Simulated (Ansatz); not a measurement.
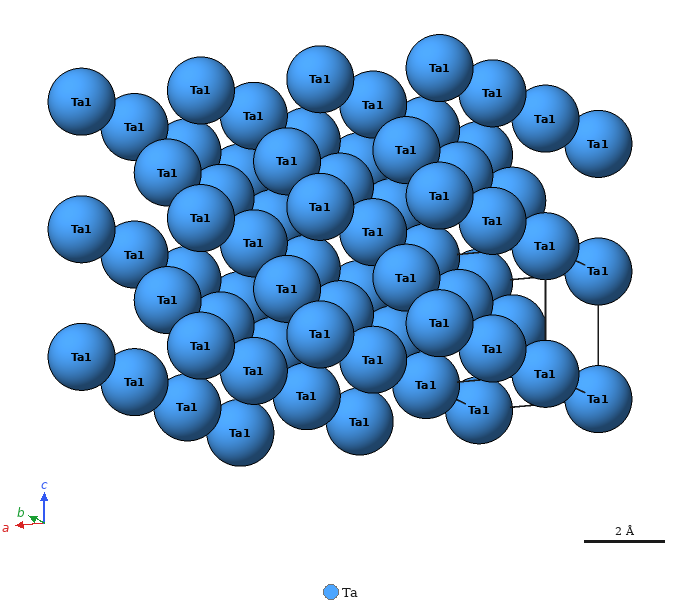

Figure 1. The structure as given in the input (spheres-only view of the cell 2 times as large as that of the calculation, set on its symmetry axes, repeated 3 × 3 × 2, seen at an oblique angle; atoms are numbered from 1 in the order of the input). An atom can appear more than once, as a periodic image.

# What a change does: single-point calculation on Ta

System: Ta (Im-3m, 1 atom in the cell).
Method of the first run: DFT PBEsol, scalar-relativistic, plane waves, PAW, no spin polarisation (Ansatz 0.2.0).

The structure derives from an entry of the Crystallography Open Database. Text and figures count atoms from 1; the logs count them from 0 in places.

The input, the first run:
```yaml
crystal:
  lattice:
    - [-1.65128, 1.65128, 1.65128]
    - [1.65128, -1.65128, 1.65128]
    - [1.65128, 1.65128, -1.65128]
  atoms:
    - { symbol: Ta, position: [0.0, 0.0, 0.0] }
basis:
  ecutwfc: 420
kpoints:
  mp_grid: { grid: [8, 8, 8] }
hamiltonian:
  xc: pbesol
scf:
  occupations: { method: gaussian, width: 0.1 }
output:
  forces: true
  stress: true
  eigenvalues: true
```

Command:
```bash
ansatz run input.yaml --threads 2 --pin off --max-ram 5120MiB --backend cpu --events-out ev --progress --plain --runs-dir out
```

Hardware: 2 threads of AMD EPYC (Zen 5), 32 GiB of memory available, shared host.

Output, shortened to warnings, some set-up lines, iterations and results (the first run):
```
Basis set: ecut = 420 eV, 369 PW (Γ), exchange–correlation on 40×40×40 points (8 copies of the dense FFT grid, shifted against one another)
Symmetry: 48 space group operations
k-points: 29 of 512
Initial density: superposition of atomic densities (neutral atoms: chi_scale 0, normalization atom), corrected by the library's trained network
[...]
SCF iter   1: F=—  HF=-9806.522884 eV  |F-HF|=—  |Δ(HF+E_count)|=         —  Δρ=3.40e-3  dr2=1.01e-3  ethr=1.77e-3  ⟨swp⟩=5.1  Hψ=1790  notcnv=0
SCF iter   2: F=—  HF=-9806.522412 eV  |F-HF|=—  |Δ(HF+E_count)|=   4.72e-4  Δρ=1.43e-3  dr2=1.38e-4  ethr=7.75e-6  ⟨swp⟩=2.1  Hψ=643  notcnv=0
SCF iter   3: F=—  HF=-9806.522425 eV  |F-HF|=—  |Δ(HF+E_count)|=   1.26e-5  Δρ=2.34e-4  dr2=3.03e-6  ethr=1.06e-6  ⟨swp⟩=1.2  Hψ=322  notcnv=0
SCF iter   4: F=—  HF=-9806.522426 eV  |F-HF|=—  |Δ(HF+E_count)|=   1.54e-6  Δρ=2.16e-5  dr2=6.78e-8  ethr=2.33e-8  ⟨swp⟩=2.4  Hψ=433  notcnv=0
SCF iter   5: F=-9806.522426 eV  HF=-9806.522426 eV  |F-HF|=1.20e-10  |Δ(HF+E_count)|=   3.77e-8  Δρ=3.97e-6  dr2=1.14e-9  ethr=5.21e-10  ⟨swp⟩=2.1  Hψ=489  notcnv=0
SCF iter   6: F=-9806.522426 eV  HF=-9806.522426 eV  |F-HF|=1.33e-10  |Δ(HF+E_count)|=  2.38e-10  Δρ=9.99e-7  dr2=1.58e-10  ethr=8.79e-12  ⟨swp⟩=2.1  Hψ=1064  notcnv=0
SCF 1 converged in 6 iterations: F = -9806.522426 eV  dr2 = 1.58e-10
SCF converged after 6 iterations
Free energy (F): -9806.522426 eV
Harris-Foulkes:  -9806.522426 eV  (|F-HF|=1.33e-10)
Internal energy: -9806.518764 eV  (E = F + TS)
E sigma→0 (E₀):  -9806.520595 eV
Entropy (-TS):   -0.003662 eV (-3.662 meV/atom)
Fermi energy:    18.485286 eV
--- Per-component energies (eV) ---
  E_band       = -105.011930
  E_kinetic    = 365.940805
  E_local      = -550.520325  (includes V_loc(G=0)·N_el)
  E_nonlocal   = 17.737531
  E_hartree    = 190.361248
  E_xc         = -216.860051
  E_vxc        = -203.660682  (∫ρ·V_xc dr)
  E_paw        = -8272.580330  (= ΣΔE_a)
  E_vpaw       = -115.232235  (= ΣTr[D̂ρ^β])
  E_aug_tail   = 0.000155  (compensation charges beyond the density's cutoff)
  E_ewald      = -1340.811443
  E_core_change = 0.213646  (= ΣΔE_core)
  E_smearing   = -0.003662  (= −TS)
  E_closure    = 0.000000  (closes the sum)
  Σ components = -9806.522426   (vs F -9806.522426, Δ=0.00e0)
--- Forces (eV/Å), atoms counted from 1 ---
  atom   1  Ta     0.00000000     0.00000000     0.00000000
  max |Σ_I F_I| component: 2.47e-32 eV/Å
--- Stress (GPa, compression-positive) ---
       -5.870292      -0.000000       0.000000
       -0.000000      -5.870292      -0.000000
       -0.000000       0.000000      -5.870292
  P = ⅓ Tr σ = -5.8703 GPa (-58.703 kbar)
```

The input of the second run differs as follows (lines with − go, lines with + come):
```diff
-    - [-1.65128, 1.65128, 1.65128]
-    - [1.65128, -1.65128, 1.65128]
-    - [1.65128, 1.65128, -1.65128]
+    - [-1.6402597623, 1.6402597623, 1.6402597623]
+    - [1.6402597623, -1.6402597623, 1.6402597623]
+    - [1.6402597623, 1.6402597623, -1.6402597623]
-  mp_grid: { grid: [8, 8, 8] }
+  mp_grid: { grid: [18, 18, 18] }
+  mixing: { algorithm: broyden, beta: 0.2 }
```

Predict how the results change.

With the same functional and potentials, the second run lies 19.0 meV per atom higher (other lines of the input change too). The pressure goes from −5.87 to −0.02 GPa. The volume per atom goes from 18.01 to 17.65 Å³. The number of SCF iterations is the same. The irreducible k-points go from 29 to 195.

Output, shortened to warnings, some set-up lines, iterations and results (the second run):
```
Basis set: ecut = 420 eV, 369 PW (Γ), exchange–correlation on 40×40×40 points (8 copies of the dense FFT grid, shifted against one another)
Symmetry: 48 space group operations
k-points: 195 of 5832
Initial density: superposition of atomic densities (neutral atoms: chi_scale 0, normalization atom), corrected by the library's trained network
[...]
SCF iter   1: F=—  HF=-9806.503579 eV  |F-HF|=—  |Δ(HF+E_count)|=         —  Δρ=2.27e-3  dr2=2.53e-4  ethr=1.77e-3  ⟨swp⟩=5.2  Hψ=12041  notcnv=0
SCF iter   2: F=—  HF=-9806.503301 eV  |F-HF|=—  |Δ(HF+E_count)|=   2.78e-4  Δρ=1.71e-3  dr2=1.36e-4  ethr=1.95e-6  ⟨swp⟩=2.1  Hψ=4633  notcnv=0  κ⁻¹=1.0e0(r=1)
SCF iter   3: F=—  HF=-9806.503371 eV  |F-HF|=—  |Δ(HF+E_count)|=   6.96e-5  Δρ=6.56e-4  dr2=1.87e-5  ethr=1.05e-6  ⟨swp⟩=1.0  Hψ=2085  notcnv=0  κ⁻¹=5.9e-2(r=2)
SCF iter   4: F=—  HF=-9806.503382 eV  |F-HF|=—  |Δ(HF+E_count)|=   1.15e-5  Δρ=1.13e-4  dr2=1.04e-6  ethr=1.44e-7  ⟨swp⟩=1.0  Hψ=2085  notcnv=0  κ⁻¹=5.8e-3(r=3)
SCF iter   5: F=—  HF=-9806.503382 eV  |F-HF|=—  |Δ(HF+E_count)|=   1.51e-7  Δρ=3.67e-5  dr2=1.73e-7  ethr=7.99e-9  ⟨swp⟩=1.9  Hψ=2927  notcnv=0  κ⁻¹=2.5e-5(r=4)
SCF iter   6: F=-9806.503382 eV  HF=-9806.503382 eV  |F-HF|=4.56e-8  |Δ(HF+E_count)|=   3.49e-8  Δρ=1.71e-5  dr2=5.07e-8  ethr=7.69e-10  ⟨swp⟩=5.6  Hψ=9077  notcnv=0
SCF 1 converged in 6 iterations: F = -9806.503382 eV  dr2 = 5.07e-8
SCF converged after 6 iterations
Stability not checked: this state was not tested for a lower state beside it, because the mixer in use, unlike msr1, does not test its closes by its own steps (another_mixer; see scf.mixing.algorithm and scf.lower_state_search)
Free energy (F): -9806.503382 eV
Harris-Foulkes:  -9806.503382 eV  (|F-HF|=4.56e-8)
Internal energy: -9806.497433 eV  (E = F + TS)
E sigma→0 (E₀):  -9806.500408 eV
Entropy (-TS):   -0.005949 eV (-5.949 meV/atom)
Fermi energy:    18.909670 eV
--- Per-component energies (eV) ---
  E_band       = -99.476710
  E_kinetic    = 366.765570
  E_local      = -538.585221  (includes V_loc(G=0)·N_el)
  E_nonlocal   = 17.808262
  E_hartree    = 186.982220
  E_xc         = -217.172619
  E_vxc        = -204.060261  (∫ρ·V_xc dr)
  E_paw        = -8272.689620  (= ΣΔE_a)
  E_vpaw       = -115.363608  (= ΣTr[D̂ρ^β])
  E_aug_tail   = 0.000137  (compensation charges beyond the density's cutoff)
  E_ewald      = -1349.819810
  E_core_change = 0.213646  (= ΣΔE_core)
  E_smearing   = -0.005949  (= −TS)
  E_closure    = 0.000000  (closes the sum)
  Σ components = -9806.503382   (vs F -9806.503382, Δ=0.00e0)
--- Forces (eV/Å), atoms counted from 1 ---
  atom   1  Ta    -0.00000000     0.00000000    -0.00000000
  max |Σ_I F_I| component: 4.52e-32 eV/Å
--- Stress (GPa, compression-positive) ---
       -0.016416       0.000000      -0.000000
        0.000000      -0.016416      -0.000000
        0.000000       0.000000      -0.016416
  P = ⅓ Tr σ = -0.0164 GPa (-0.164 kbar)
```

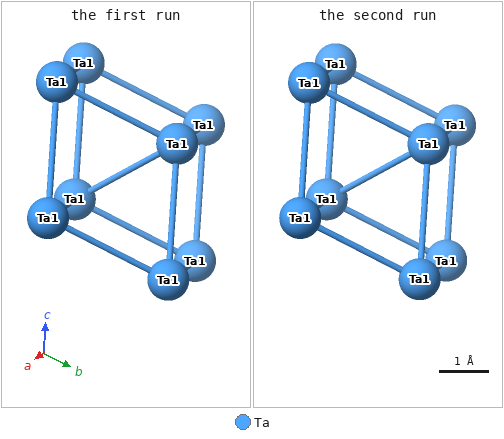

Figure 2. The two input geometries at one scale (ball-and-stick view of the cell of the calculation, seen slightly off an axis). The atoms keep their places relative to the cell (all moves are under 0.005 Å). Cell: a = b = c 2.860 → 2.841 Å (−0.7 %). Volume −2.0 %. Among the contacts that change: Ta1–Ta1 2.860 → 2.841 Å.

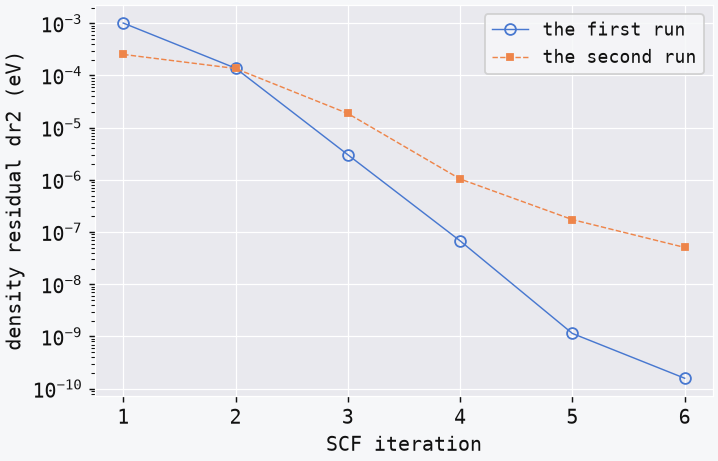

Figure 3. Convergence of the two runs: density residual dr2 against the SCF iteration. The first run takes 6 iterations in all, and the second run takes 6.

The two runs side by side:

| quantity | the first run | the second run |
| --- | --- | --- |
| outcome | converged | converged |
| free energy per atom (eV) | −9806.5224 | −9806.5034 |
| energy per atom, smearing taken to zero (eV) | −9806.5206 | −9806.5004 |
| gap on the mesh (eV) | 0.00 | 0.00 |
| pressure (GPa) | −5.87 | −0.02 |
| volume per atom (Å³) | 18.01 | 17.65 |
| largest force (eV/Å) | 0.000 | 0.000 |
| SCF iterations | 6 | 6 |
| irreducible k-points | 29 | 195 |
| plane waves at Γ | 369 | 369 |

For both runs: Spin–orbit coupling is left out, which matters for Ta. For the first run: The cell is under a tension of 5.9 GPa at this level, so it is not at its equilibrium volume.
